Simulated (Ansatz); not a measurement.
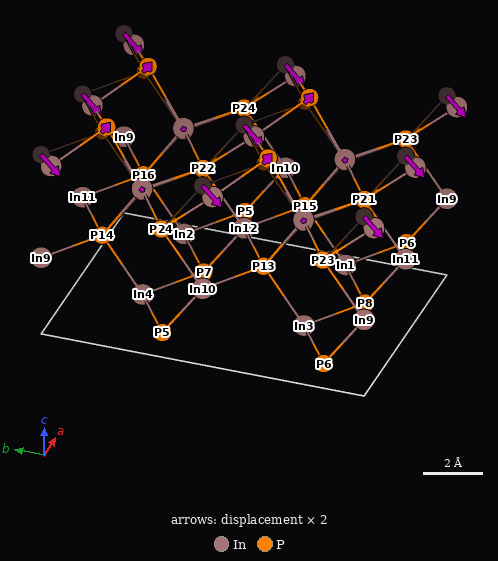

A constrained relaxation of a slab of composition InP (cut from the F-43m phase). The starting structure is drawn faded, the final one solid; purple arrows show the displacements, magnified 2 times.

The picture is a ball-and-stick view of the cell of the calculation, outlined in the plane, without the vacuum (origin shifted), seen from a free direction.

Case: clean slab, lower planes held. The slab is the (1 1 0) face of InP. 16 atoms are held fixed.

The calculation used DFT PBE+D3(BJ), scalar-relativistic, plane waves, PAW (Ansatz 0.2.0).

Input file:
```yaml
crystal:
  lattice:
    - [8.3347933365, 0.0, 0.0]
    - [0.0, 11.787177776, 0.0]
    - [0.0, 0.0, 22.2510950024]
  atoms:
    - { symbol: In, position: [0.25, 0.75, 0.3595328679] }
    - { symbol: In, position: [0.25, 0.25, 0.3595328679] }
    - { symbol: In, position: [0.75, 0.75, 0.3595328679] }
    - { symbol: In, position: [0.75, 0.25, 0.3595328679] }
    - { symbol: P, position: [0.5, 0.125, 0.3595328679] }
    - { symbol: P, position: [0.5, 0.625, 0.3595328679] }
    - { symbol: P, position: [0.0, 0.125, 0.3595328679] }
    - { symbol: P, position: [0.0, 0.625, 0.3595328679] }
    - { symbol: In, position: [0.5, 0.5, 0.4531776226] }
    - { symbol: In, position: [0.5, 0.0, 0.4531776226] }
    - { symbol: In, position: [0.0, 0.5, 0.4531776226] }
    - { symbol: In, position: [0.0, 0.0, 0.4531776226] }
    - { symbol: P, position: [0.75, 0.875, 0.4531776226] }
    - { symbol: P, position: [0.75, 0.375, 0.4531776226] }
    - { symbol: P, position: [0.25, 0.875, 0.4531776226] }
    - { symbol: P, position: [0.25, 0.375, 0.4531776226] }
    - { symbol: In, position: [0.75, 0.25, 0.5468223774] }
    - { symbol: In, position: [0.75, 0.75, 0.5468223774] }
    - { symbol: In, position: [0.25, 0.25, 0.5468223774] }
    - { symbol: In, position: [0.25, 0.75, 0.5468223774] }
    - { symbol: P, position: [0.0, 0.625, 0.5468223774] }
    - { symbol: P, position: [0.0, 0.125, 0.5468223774] }
    - { symbol: P, position: [0.5, 0.625, 0.5468223774] }
    - { symbol: P, position: [0.5, 0.125, 0.5468223774] }
    - { symbol: In, position: [0.0, 0.0, 0.6404671321] }
    - { symbol: In, position: [0.0, 0.5, 0.6404671321] }
    - { symbol: In, position: [0.5, 0.0, 0.6404671321] }
    - { symbol: In, position: [0.5, 0.5, 0.6404671321] }
    - { symbol: P, position: [0.25, 0.375, 0.6404671321] }
    - { symbol: P, position: [0.25, 0.875, 0.6404671321] }
    - { symbol: P, position: [0.75, 0.375, 0.6404671321] }
    - { symbol: P, position: [0.75, 0.875, 0.6404671321] }
basis:
  ecutwfc: 420
kpoints:
  mp_grid: { grid: [2, 2, 1] }
hamiltonian:
  xc: pbe
  dispersion: d3bj
scf:
  occupations: { method: gaussian, width: 0.05 }
output:
  forces: true
  eigenvalues: true
  write_density: true
  write_potential: true
  elf: true
  volumetric_format: npy
relax:
  adjacent_minimum: "off"
  f_tol: 0.03
  max_steps: 70
  constraints: [{ sites: [0, 1, 2, 3, 4, 5, 6, 7, 8, 9, 10, 11, 12, 13, 14, 15] }]
efield:
  axis: 3
  dipole_correction: true
  ramp_width: 0.04
```

Run as
```bash
ansatz run input.yaml --threads 4 --pin off --max-ram 10240MiB --backend cpu --events-out ev --progress --plain --runs-dir out
```

Question: Which element moves most?

Answer: Indium: up to 0.52 Å, against 0.30 Å for phosphorus.

Question: What happened in the run?

Answer: After 4 geometry steps the energy has fallen by 1.963 eV per cell of the calculation. The largest force component goes from 1 to 0.013 eV/Å. The largest moves, 0.52 Å, are those of In25, In26, In27 and In28. In26 goes at 44° to the normal (−c side). By element the largest moves are In 0.52 Å, P 0.30 Å. The lattice vectors keep their values. Among the contacts that change: P13–In18 2.552 → 2.627 Å, In10–P24 2.552 → 2.581 Å, In25–P30 2.552 → 2.523 Å, In17–P31 2.552 → 2.573 Å. Among the angles between lasting bonds that change: In19–P29–In26 109.5° → 92.2°, P24–In27–P30 109.5° → 122.8°, In10–P24–In27 109.5° → 96.6°.
